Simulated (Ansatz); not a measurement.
Mo: single-point calculation

- system: Mo (1 atom in the cell)
- method: DFT, PBE, all-electron LAPW, scalar-relativistic, no spin polarisation (Ansatz 0.2.0)

The structure derives from an entry of the Crystallography Open Database. It belongs to a series of runs on one base structure; here: equal xy, yz and zx shear strains of -1 %. Figures and captions count atoms from 1; the log counts them from 0 in places.

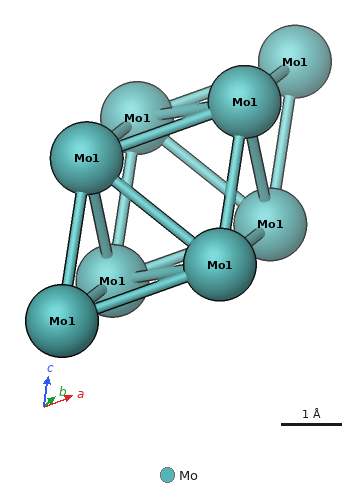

The structure (ball-and-stick view of the cell of the calculation, seen slightly off an axis; atoms are numbered from 1 in the order of the input). Near neighbours in the crystal (not all of them lie inside the picture): Mo has 12 Mo at 2.84 to 2.86 Å.

## Summary

```csv
quantity,value
outcome,converged
space group (tolerance 0.01 Å),R-3m (166)
electrons in bands (core shells apart),30
free energy,−110177.4319 eV
Fermi energy,21.847 eV
pressure,−4.52 GPa
largest force (length of the vector),under 0.001 eV/Å
hardware,"1 thread of an Arm (aarch64) CPU, shared host"
wall time,47 s
peak memory,0.63 GiB
```

## Input file
```yaml
crystal:
  lattice:
    - [-0.02015, 2.004925, 2.004925]
    - [2.004925, -0.02015, 2.004925]
    - [2.004925, 2.004925, -0.02015]
  atoms:
    - { symbol: Mo, position: [0.0, 0.0, 0.0] }
kpoints:
  mp_grid: { grid: [17, 17, 17] }
scf:
  occupations: { method: fermi_dirac, width: 0.08 }
hamiltonian:
  xc: pbe
  pseudopotentials: { kind: all_electron, lapw: { basis_error: 0.0005 } }
output:
  forces: true
  stress: true
  eigenvalues: true
```

## What the program printed
```
LAPW: plane waves up to 8.087 Å⁻¹, error target 5.0e-4 eV per atom; small_component_spin mean_spin; Mo in spheres of 1.418 Å, 30 of its electrons in bands, Dirac shells [] (how accurate: hamiltonian.pseudopotentials.lapw.basis_error, Limitations)
Engine: ansatz 0.2.0, aarch64-unknown-linux-gnu
Pseudopotentials: kind: all_electron
Pseudopotential: Mo, LAPW, valence charge 30, lapw/all_electron/scalar/gaussian/Mo, Koelling and Harmon's equation, gaussian nucleus
Functional definition: PBE
  parameter kappa = 0.804
  parameter beta = 0.06672455060314922
  exchange = pbe_x(kappa = kappa, mu = beta*pi^2/3)
  correlation = pbe_c(beta = beta)
Crystal: 1 atoms, lattice volume = 16.361 Å³
Basis set: ecut = 249.1753848854035 eV, 149 PW (Γ), exchange–correlation at level 2
Bands: 19, of which v1, the nominal top of the filled ones, is band 15 counted from 1 (14 counted from 0)
Symmetry: 12 space group operations
Space group: R-3m (ITA 166), of the structure as read, at distance tolerance 2.5e-5 Å
k-points: 489 of 4913
Non-local potential: Mo, projectors of the file, none
Initial density: superposition of atomic densities (chi_scale 0.1, normalization cell)
Initial wavefunctions: plane waves of lowest kinetic energy (no species holds an atomic orbital)
Functional: x = pbe(κ = 0.804, μ = 0.2195149727645171), c = pbe(β = 0.06672455060314922)
iter 1 solved again at ethr=6.26e-4 eV; its pass at ethr=1.00e-1 eV (dr2=1.88e-1 eV) is discarded
SCF iter   1: F=—  HF=-110178.014911 eV  |F-HF|=—  |Δ(HF+E_count)|=         —  Δρ=4.55e-2  dr2=1.89e-1  ethr=6.26e-4  ⟨swp⟩=2.5  Hψ=57417  notcnv=0
preconditioner: auto → none  [metal: Δε(μ)=0.012 eV  Ē_g=8.026 eV  σ=0.080 eV  W_gap=0.04  n_scr=8 (ndim 8)  ℏωp=22.5 eV  f_vac=0.000  D(μ)=1.34/eV (n_scr^D=14)  sad-step TF]
SCF iter   2: F=—  HF=-110177.445329 eV  |F-HF|=—  |Δ(HF+E_count)|=   5.70e-1  Δρ=1.75e-2  dr2=3.41e-2  ethr=6.26e-4  ⟨swp⟩=2.2  Hψ=28894  notcnv=0
SCF iter   3: F=—  HF=-110177.432428 eV  |F-HF|=—  |Δ(HF+E_count)|=         —  Δρ=7.52e-3  dr2=6.53e-3  ethr=1.14e-4  ⟨swp⟩=2.0  Hψ=26848  notcnv=0
the basis was enlarged: its passes take 607.9 KiB over the memory plan, 1 of 1 planned eigensolver slots
iter 4 solved again at ethr=2.04e-7 eV; its pass at ethr=2.18e-5 eV (dr2=6.13e-5 eV) is discarded
SCF iter   4: F=—  HF=-110177.431869 eV  |F-HF|=—  |Δ(HF+E_count)|=   5.59e-4  Δρ=6.83e-4  dr2=6.11e-5  ethr=2.04e-7  ⟨swp⟩=2.0  Hψ=45901  notcnv=0
SCF iter   5: F=—  HF=-110177.431866 eV  |F-HF|=—  |Δ(HF+E_count)|=   3.33e-6  Δρ=4.86e-5  dr2=3.11e-7  ethr=2.04e-7  ⟨swp⟩=2.0  Hψ=27108  notcnv=0
SCF iter   6: F=-110177.431866 eV  HF=-110177.431866 eV  |F-HF|=1.60e-8  |Δ(HF+E_count)|=   2.25e-7  Δρ=7.70e-6  dr2=1.04e-8  ethr=1.04e-9  ⟨swp⟩=3.0  Hψ=27991  notcnv=0
SCF 1 converged in 6 iterations: F = -110177.431866 eV  dr2 = 1.04e-8
SCF converged after 6 iterations
Free energy (F): -110177.431866 eV
Harris-Foulkes:  -110177.431866 eV  (|F-HF|=1.60e-8)
Internal energy: -110177.403047 eV  (E = F + TS)
E sigma→0 (E₀):  -110177.417456 eV
Entropy (-TS):   -0.028819 eV (-28.819 meV/atom)
Fermi energy:    21.847228 eV
--- Per-component energies (eV) ---
  E_band       = -4112.041139
  E_kinetic    = 114176.041250
  E_xc         = -3370.656205
  E_electrostatic = -220982.788092  (all electrons and nuclei)
  E_smearing   = -0.028819  (= −TS)
  E_closure    = 0.000000  (closes the sum)
  E_atoms      = -110166.923224  (free atoms, spherical and without spin; not in F)
  Σ components = -110177.431866   (vs F -110177.431866, Δ=0.00e0)
  Basis errors (estimates in eV, not in F): energy 1.0e-4 per atom: plane waves 8.0e-5 (4.1e-5 summed), levels above the bands 8.4e-66, relativity 4.0e-8, radial functions 1.9e-5, core shells 5.0e-8; eigenvalues (radial functions only) 1.5e-6; not estimated: angular momenta, meshes, grids; target (lapw.basis_error) 5.0e-4; muffin-tin radii Mo 1.418 Å
--- Forces (eV/Å), atoms counted from 1 ---
  atom   1  Mo     0.00000000     0.00000000     0.00000000
  max |Σ_I F_I| component: 0.00e0 eV/Å
--- Stress (GPa, compression-positive) ---
       -4.521208      -0.488127      -0.488127
       -0.488127      -4.521208      -0.488127
       -0.488127      -0.488127      -4.521208
  P = ⅓ Tr σ = -4.5212 GPa (-45.212 kbar)
--- Band table (eV; the first three rows and the last of 489) ---
  k-point 0: bands = ["-353.5498", "-353.5491", "-353.5491", "-195.4410", "-195.4410", "-195.4239", "-195.4207", "-195.4207", "-38.8843", "-12.2746", "-12.2746", "-12.2378", "15.1783", "21.0774", "21.0774", "21.3154", "23.7559", "23.7559", "34.8282"]
  k-point 1: bands = ["-353.5498", "-353.5491", "-353.5491", "-195.4410", "-195.4410", "-195.4239", "-195.4207", "-195.4207", "-38.8776", "-12.3153", "-12.2796", "-12.2458", "15.3154", "21.0001", "21.1349", "21.3648", "23.7074", "23.7097", "35.0863"]
  k-point 2: bands = ["-353.5498", "-353.5491", "-353.5491", "-195.4410", "-195.4410", "-195.4239", "-195.4207", "-195.4207", "-38.8584", "-12.4365", "-12.2940", "-12.2632", "15.7060", "20.7832", "21.2806", "21.5156", "23.6046", "23.6129", "35.7805"]
  k-point 488: bands = ["-353.5498", "-353.5491", "-353.5491", "-195.4410", "-195.4410", "-195.4239", "-195.4207", "-195.4207", "-38.6637", "-13.4799", "-12.4766", "-12.4531", "17.4523", "20.7914", "21.0347", "23.1023", "25.7268", "26.2757", "32.7420"]
```
